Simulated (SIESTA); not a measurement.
**Energy of MgB$_{2}$ along an even scaling of the cell**

System: MgB$_{2}$ (P6/mmm, 3 atoms in the cell).
Method: Kohn-Sham DFT of a periodic cell, LDA, PseudoDojo 0.4 standard, converted to PSML, no spin polarisation (SIESTA 5.4.2).

The 7 runs differ only in the geometry, by an even scaling of the cell at fixed fractional positions. The structure derives from an entry of the Crystallography Open Database.

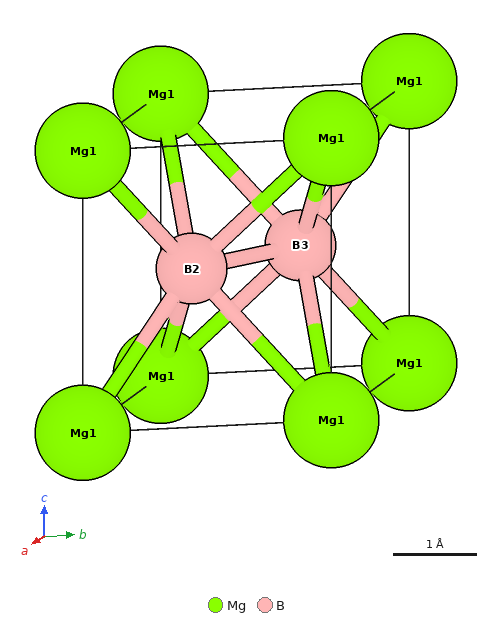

Figure 1. The structure of run 4 (ball-and-stick view of the cell of the calculation, seen slightly off an axis; atoms are numbered from 1 in the order of the input). An atom can appear more than once, as a periodic image.

### Input of run 4
```
SystemName                      MgB2
SystemLabel                     MgB2
NumberOfSpecies                 2
NumberOfAtoms                   3
%block ChemicalSpeciesLabel
  1  12 Mg
  2   5 B
%endblock ChemicalSpeciesLabel

LatticeConstant                 1.0 Ang
%block LatticeVectors
     3.0850000000     0.0000000000     0.0000000000
    -1.5425000000     2.6716883707     0.0000000000
     0.0000000000     0.0000000000     3.5230000000
%endblock LatticeVectors
AtomicCoordinatesFormat         Fractional
%block AtomicCoordinatesAndAtomicSpecies
     0.0000000000     0.0000000000     0.0000000000  1  Mg
     0.6666666667     0.3333333333     0.5000000000  2  B
     0.3333333333     0.6666666667     0.5000000000  2  B
%endblock AtomicCoordinatesAndAtomicSpecies

%block kgrid.MonkhorstPack
   10   0   0  0.0
    0  10   0  0.0
    0   0   8  0.0
%endblock kgrid.MonkhorstPack
XC.Functional                   LDA
XC.Authors                      PW92
PAO.BasisSize                   DZP
PAO.EnergyShift                 0.003 Ry
Mesh.Cutoff                     800 Ry
OccupationFunction              FD
ElectronicTemperature           0.05 eV
MaxSCFIterations                120
SCF.MustConverge                false
SCF.Mixer.Method                Pulay
SCF.Mixer.Weight                0.25
SCF.Mixer.History               8
SCF.DM.Tolerance                5.0e-05
SCF.H.Tolerance                 1.0e-03 eV
WriteForces                     true
Charge.Mulliken                 end
%block PAO.Basis
  Mg 4
  n=2 0 2
    2.614 0.000
  n=3 0 2
    8.196 0.000
  n=2 1 2
    2.949 0.000
  n=3 1 1
    8.196
%endblock PAO.Basis
```

Command:
```bash
siesta < MgB2.fdf > MgB2.out 2>&1
```

Run 5 differs from it as follows:
```diff
-     3.0850000000     0.0000000000     0.0000000000
-    -1.5425000000     2.6716883707     0.0000000000
-     0.0000000000     0.0000000000     3.5230000000
+     3.1054310590     0.0000000000     0.0000000000
+    -1.5527155295     2.6893821868     0.0000000000
+     0.0000000000     0.0000000000     3.5463318058
```

### Results, with one run withheld

```tsv
run	volume per atom (Å³)	free energy per atom, from the lowest run given (meV)	pressure (GPa)
1	9.098	10.70	8.00
2	9.292	3.25	4.38
3	9.485	0.00	1.03
4	9.679	0.66	−2.08
5	9.873	?	?
6	10.066	12.61	−7.67
7	10.260	23.38	−10.11
```

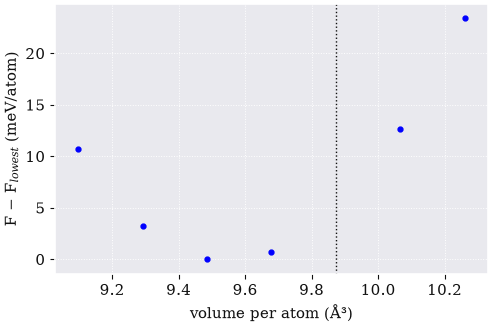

Figure 2. Free energy per atom of the runs given; the dotted line marks run 5.

What should run 5 give?

A cubic polynomial in V^(−2/3) (the Birch–Murnaghan form), fitted to the 6 runs given, misses them by at most 0.01 meV per atom. With x = V^(−2/3) − 0.22089 Å⁻², it reads F = 0.1672 − 555.68 x + 2.1365e+05 x² − 6.1152e+05 x³ (meV per atom). At run 5 it gives 4.97 meV per atom, and the run itself gives 4.94. The slope of the fit gives a pressure −dF/dV of −4.98 GPa there, and the run prints −4.97 GPa. The fit has its minimum at 9.548 Å³ per atom, where V d²F/dV² gives 156 GPa. Cell shape and fractional positions are held, so this is the stiffness under even scaling; the relaxed bulk modulus wasn't computed.

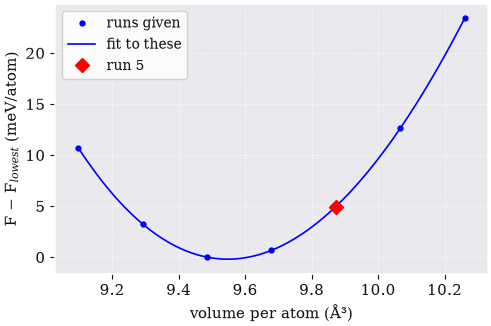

Figure 3. The fit and the withheld run.

### Some lines of the output (run 5)
```
[...]
outcell: Cell volume (Ang**3)        :     29.6179
stepf: Fermi-Dirac step function
siesta: Etot    =     -1772.017214
siesta: FreeEng =     -1772.020923
        iscf     Eharris(eV)        E_KS(eV)     FreeEng(eV)     dDmax    Ef(eV) dHmax(eV)
siesta: E_KS(eV) =            -1773.6052
siesta: E_KS - E_eggbox =     -1773.6052
siesta: Etot    =     -1773.605184
siesta: FreeEng =     -1773.610794
siesta:         Fermi =      -6.666799
siesta: Cell volume =         29.617867 Ang**3
    Orbital volume contribution        =           2.974651 eV
```

Notes: Points of doubt noted for this run: mulliken charges of long orbitals. With a small basis of atomic orbitals these values can differ much from converged plane-wave results.
